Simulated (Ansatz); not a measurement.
```cif
data_structure
_symmetry_space_group_name_H-M 'P 1'
_symmetry_Int_Tables_number 1
_cell_length_a 5.7521
_cell_length_b 5.7521
_cell_length_c 4.0674
_cell_angle_alpha 90.000
_cell_angle_beta 90.000
_cell_angle_gamma 90.000
_cell_volume 134.58
loop_
_atom_site_label
_atom_site_type_symbol
_atom_site_fract_x
_atom_site_fract_y
_atom_site_fract_z
_atom_site_occupancy
Ba1 Ba 0.00000 0.50000 0.50000 1
Ba2 Ba 0.50000 0.00000 0.50000 1
Ti1 Ti 0.00000 0.00000 0.00000 1
Ti2 Ti 0.50000 0.50000 0.00000 1
O1 O 0.75000 0.75000 0.00000 1
O2 O 0.25000 0.25000 0.00000 1
O3 O 0.75000 0.25000 0.00000 1
O4 O 0.25000 0.75000 0.00000 1
O5 O 0.00000 0.00000 0.50000 1
O6 O 0.50000 0.50000 0.50000 1
```

Space group Pm-3m; computed pressure about −9 GPa in this cell; computed without spin polarisation.

All numbers below come from DFT, PAW plane waves, r2SCAN in Ansatz.

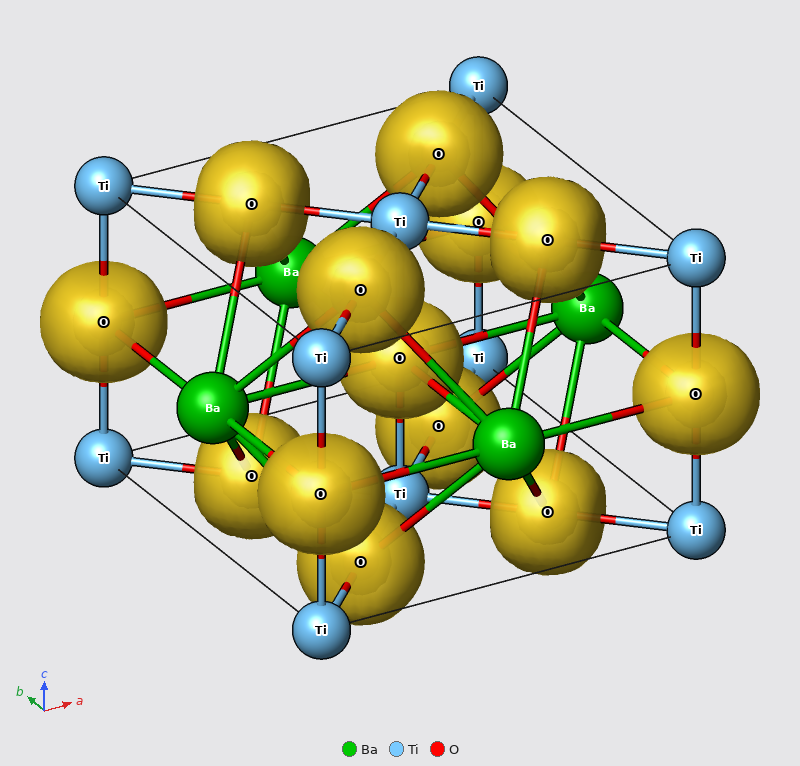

BaTiO₃. Isosurface of the ELF at 0.75 (yellow), seen at an oblique angle. Core shells are left out. Sticks mark near contacts.

> Describe the localisation domains.

At this value the surface marks out six regions wrapped around O (the valence shell of each), counted in one cell of 10 atoms. Regions shared between cells count once. Profiles from the grid: Ti–O (2.03 Å): the ELF peaks at about 0.80 in the valence shell of O, 0.6 Å from its nucleus, and is about 0.20 at the midpoint; no shared electron pair shows on this line. Ba–O (2.88 Å): the ELF is about 0.10 at the midpoint: a closed-shell, largely ionic contact.

> How much charge does the calculation move between the atoms?

Electrons move from Ba and Ti towards O. Bader charges: Ba +1.59, Ti +2.32 and O −1.30 e.
